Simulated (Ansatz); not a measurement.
**What a change does: band-structure calculation on AlN**

System: AlN (F-43m, 2 atoms in the cell).
Method of run 1: DFT, r2SCAN, plane waves, PAW, no spin polarisation (Ansatz 0.2.0).

The structure was built on a prototype by a generator. The geometry comes from this level: r2SCAN. Text and figures count atoms from 1; the logs count them from 0 in places.

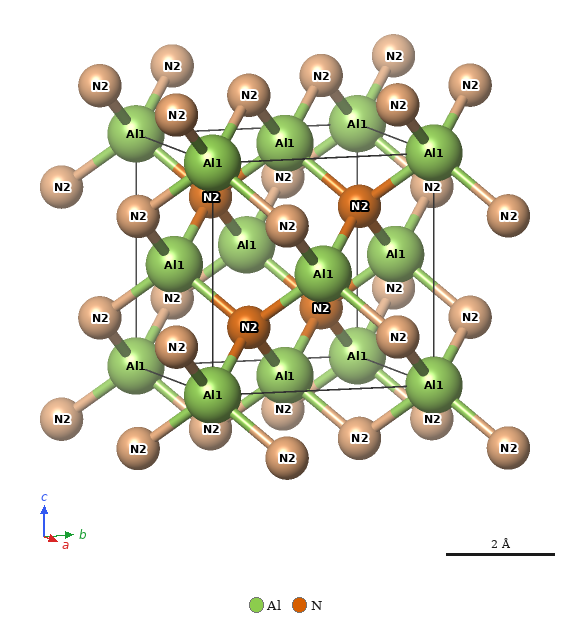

Fig. 1: The structure as given in the input (ball-and-stick view of the cell 4 times as large as that of the calculation, set on its symmetry axes, seen slightly off an axis; neighbours outside the cell are drawn fainter; atoms are numbered from 1 in the order of the input). Near neighbours in the crystal (not all of them lie inside the picture): Al has 4 N at 1.89 Å; N has 4 Al at 1.89 Å.

### Input file, run 1
```yaml
crystal:
  lattice:
    - [0.0, 2.1848764218, 2.1848764218]
    - [2.1848764218, 0.0, 2.1848764218]
    - [2.1848764218, 2.1848764218, 0.0]
  atoms:
    - { symbol: Al, position: [0.0, 0.0, 0.0] }
    - { symbol: "N", position: [0.25, 0.25, 0.25] }
kpoints:
  mp_grid: { grid: [10, 10, 10] }
  band_path:
    path:
      - [0.0, 0.0, 0.0]
      - [-0.5, -0.5, 0.0]
      - [-0.375, -0.375, 0.25]
      - [-0.375, 0.0, 0.375]
      - [0.0, 0.0, 0.5]
      - [-0.5, -0.25, 0.25]
      - [0.0, 0.5, 0.5]
    npoints: 1
hamiltonian:
  xc: r2scan
scf:
  occupations: { method: fixed }
  n_extra_bands: 4
output:
  forces: true
  stress: true
  eigenvalues: true
```

Command:
```bash
ansatz run input.yaml --threads 2 --pin off --max-ram 3686MiB --backend cpu --events-out ev --progress --plain --runs-dir out
```

Hardware: 2 threads of Arm Neoverse V2, 24 GiB of memory available, shared host.

### Output, shortened to warnings, some set-up lines, iterations and results (run 1)
```
Basis set: ecut = 500 eV, 531 PW (Γ), exchange–correlation on 96×96×96 points (64 copies of the dense FFT grid, shifted against one another)
Symmetry: 24 space group operations
k-points: 47 of 1000 (time reversal used)
Initial density: superposition of atomic densities (neutral atoms: chi_scale 0, normalization atom), corrected by the library's trained network
[...]
SCF iter   1: F=—  HF=-928.366831 eV  |F-HF|=—  |Δ(HF+E_count)|=         —  Δρ=6.94e-3  dr2=1.08e-2  dr2_τ=1.56e-1  ethr=1.77e-3  ⟨swp⟩=4.9  Hψ=2497  notcnv=0  defer=20
SCF iter   2: F=—  HF=-928.437427 eV  |F-HF|=—  |Δ(HF+E_count)|=   7.06e-2  Δρ=4.59e-3  dr2=1.93e-3  dr2_τ=2.01e-4  ethr=1.35e-4  ⟨swp⟩=2.4  Hψ=1056  notcnv=0  defer=91
SCF iter   3: F=—  HF=-928.437226 eV  |F-HF|=—  |Δ(HF+E_count)|=   2.01e-4  Δρ=1.04e-3  dr2=1.50e-4  dr2_τ=3.60e-5  ethr=2.41e-5  ⟨swp⟩=2.0  Hψ=472  notcnv=0  defer=92
SCF iter   4: F=—  HF=-928.437203 eV  |F-HF|=—  |Δ(HF+E_count)|=   2.31e-5  Δρ=2.13e-4  dr2=1.03e-5  dr2_τ=5.67e-7  ethr=1.88e-6  ⟨swp⟩=2.9  Hψ=653  notcnv=0  defer=92
SCF iter   5: F=—  HF=-928.437201 eV  |F-HF|=—  |Δ(HF+E_count)|=   2.18e-6  Δρ=4.85e-5  dr2=5.73e-7  dr2_τ=4.65e-8  ethr=1.28e-7  ⟨swp⟩=2.5  Hψ=544  notcnv=0
SCF iter   6: F=-928.437201 eV  HF=-928.437201 eV  |F-HF|=3.25e-8  |Δ(HF+E_count)|=   1.24e-8  Δρ=1.72e-5  dr2=7.28e-8  dr2_τ=1.23e-9  ethr=1.25e-9  ⟨swp⟩=5.7  Hψ=2055  …
SCF 1 converged in 6 iterations: F = -928.437201 eV  dr2 = 7.28e-8
NSCF: frozen V_eff on 7 k-points
SCF converged after 6 iterations
Free energy (F): -928.437201 eV
Harris-Foulkes:  -928.437201 eV  (|F-HF|=3.25e-8)
Internal energy: -928.437201 eV  (E = F + TS)
E sigma→0 (E₀):  -928.437201 eV
Fermi energy:    6.690862 eV
--- Per-component energies (eV) ---
  E_band       = 11.404838
  E_kinetic    = 160.461376
  E_local      = -223.562110  (includes V_loc(G=0)·N_el)
  E_nonlocal   = 54.312012
  E_hartree    = 78.218615
  E_xc         = -98.826609
  E_vxc        = -119.111158  (∫ρ·V_xc dr)
  E_paw        = -602.467125  (= ΣΔE_a)
  E_vpaw       = -23.521001  (= ΣTr[D̂ρ^β])
  E_aug_tail   = 0.000016  (compensation charges beyond the density's cutoff)
  E_vtau       = 6.392682  (kinetic-family band-sum trace: ∫τ·v_τ [+ j·A + Jᵃ·Aᵃ] dr)
  E_ewald      = -296.483704
  E_core_change = -0.089673  (= ΣΔE_core)
  E_smearing   = -0.000000  (= −TS)
  E_closure    = 0.000000  (closes the sum)
  Σ components = -928.437201   (vs F -928.437201, Δ=0.00e0)
--- Forces (eV/Å), atoms counted from 1 ---
  atom   1  Al     0.00000000    -0.00000000    -0.00000000
  atom   2  N     -0.00000000     0.00000000     0.00000000
  max |Σ_I F_I| component: 1.94e-16 eV/Å
--- Stress (GPa, compression-positive) ---
        0.003831       0.000000      -0.000000
        0.000000       0.003831       0.000000
       -0.000000       0.000000       0.003831
  P = ⅓ Tr σ = 0.0038 GPa (0.038 kbar)
```

For run 2 the input was changed thus:
```diff
-  xc: r2scan
+  xc: pbe
```

What does this change do to the results?

The total energies belong to different methods, so their difference says nothing on which is more stable or more accurate. The gap on the mesh goes from 3.94 to 3.33 eV. The pressure goes from 0.00 to 4.61 GPa. The functional changes from r2SCAN to PBE. The number of SCF iterations is the same. The default cutoff goes from 500 to 420 eV with the change. The plane waves at Γ go from 531 to 411.

### Output, shortened to warnings, some set-up lines, iterations and results (run 2)
```
Basis set: ecut = 420 eV, 411 PW (Γ), exchange–correlation on 48×48×48 points (8 copies of the dense FFT grid, shifted against one another)
Symmetry: 24 space group operations
k-points: 47 of 1000 (time reversal used)
Initial density: superposition of atomic densities (neutral atoms: chi_scale 0, normalization atom), corrected by the library's trained network
[...]
SCF iter   1: F=—  HF=-924.204070 eV  |F-HF|=—  |Δ(HF+E_count)|=         —  Δρ=7.08e-4  dr2=3.18e-5  ethr=1.77e-3  ⟨swp⟩=4.6  Hψ=2490  notcnv=0  defer=14
SCF iter   2: F=—  HF=-924.204216 eV  |F-HF|=—  |Δ(HF+E_count)|=   1.46e-4  Δρ=3.40e-4  dr2=7.17e-6  ethr=3.97e-7  ⟨swp⟩=2.0  Hψ=1031  notcnv=0  defer=94
SCF iter   3: F=—  HF=-924.204253 eV  |F-HF|=—  |Δ(HF+E_count)|=   3.63e-5  Δρ=1.49e-4  dr2=3.37e-6  ethr=8.96e-8  ⟨swp⟩=2.0  Hψ=568  notcnv=0  defer=92
SCF iter   4: F=-924.204253 eV  HF=-924.204253 eV  |F-HF|=7.03e-8  |Δ(HF+E_count)|=   4.09e-8  Δρ=1.62e-5  dr2=1.64e-8  ethr=4.22e-8  ⟨swp⟩=2.5  Hψ=539  notcnv=0  defer=92
SCF iter   5: F=-924.204253 eV  HF=-924.204253 eV  |F-HF|=1.92e-9  |Δ(HF+E_count)|=   7.18e-8  Δρ=3.82e-6  dr2=8.90e-10  ethr=2.05e-10  ⟨swp⟩=2.2  Hψ=543  notcnv=0  defer=92
SCF iter   6: F=-924.204253 eV  HF=-924.204253 eV  |F-HF|=4.55e-12  |Δ(HF+E_count)|=   2.13e-9  Δρ=2.12e-7  dr2=4.17e-12  ethr=1.11e-11  ⟨swp⟩=3.6  Hψ=1920  notcnv=0
SCF 1 converged in 6 iterations: F = -924.204253 eV  dr2 = 4.17e-12
NSCF: frozen V_eff on 7 k-points
SCF converged after 6 iterations
Free energy (F): -924.204253 eV
Harris-Foulkes:  -924.204253 eV  (|F-HF|=4.55e-12)
Internal energy: -924.204253 eV  (E = F + TS)
E sigma→0 (E₀):  -924.204253 eV
Fermi energy:    6.957980 eV
--- Per-component energies (eV) ---
  E_band       = 15.303669
  E_kinetic    = 159.454968
  E_local      = -222.903660  (includes V_loc(G=0)·N_el)
  E_nonlocal   = 55.512784
  E_hartree    = 77.243965
  E_xc         = -101.837016
  E_vxc        = -107.959033  (∫ρ·V_xc dr)
  E_paw        = -595.191687  (= ΣΔE_a)
  E_vpaw       = -23.289425  (= ΣTr[D̂ρ^β])
  E_aug_tail   = 0.000098  (compensation charges beyond the density's cutoff)
  E_ewald      = -296.483704
  E_smearing   = -0.000000  (= −TS)
  E_closure    = -0.000000  (closes the sum)
  Σ components = -924.204253   (vs F -924.204253, Δ=0.00e0)
--- Forces (eV/Å), atoms counted from 1 ---
  atom   1  Al     0.00000000    -0.00000000    -0.00000000
  atom   2  N     -0.00000000     0.00000000     0.00000000
  max |Σ_I F_I| component: 1.30e-16 eV/Å
--- Stress (GPa, compression-positive) ---
        4.608900      -0.000000      -0.000000
        0.000000       4.608900       0.000000
       -0.000000       0.000000       4.608900
  P = ⅓ Tr σ = 4.6089 GPa (46.089 kbar)
```

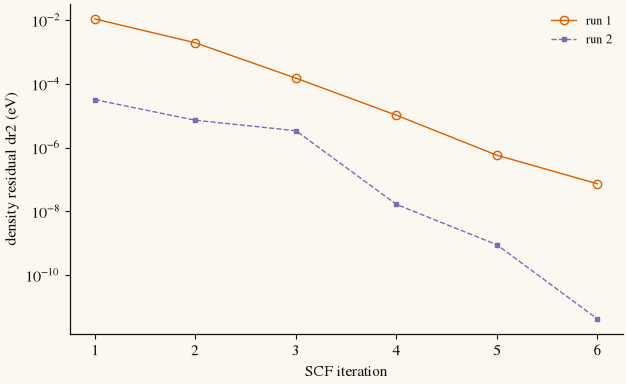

Fig. 2: Convergence of the two runs: density residual dr2 against the SCF iteration. Run 1 takes 6 iterations in all, and run 2 takes 6.

### The two runs side by side

```csv
quantity,run 1,run 2
outcome,converged,converged
free energy per atom (eV),−464.2186,−462.1021
gap on the mesh (eV),3.94,3.33
pressure (GPa),0.00,4.61
largest force (eV/Å),0.000,0.000
SCF iterations,6,6
irreducible k-points,47,47
plane waves at Γ,531,411
wall time (shared host),1.3 s,0.67 s
```
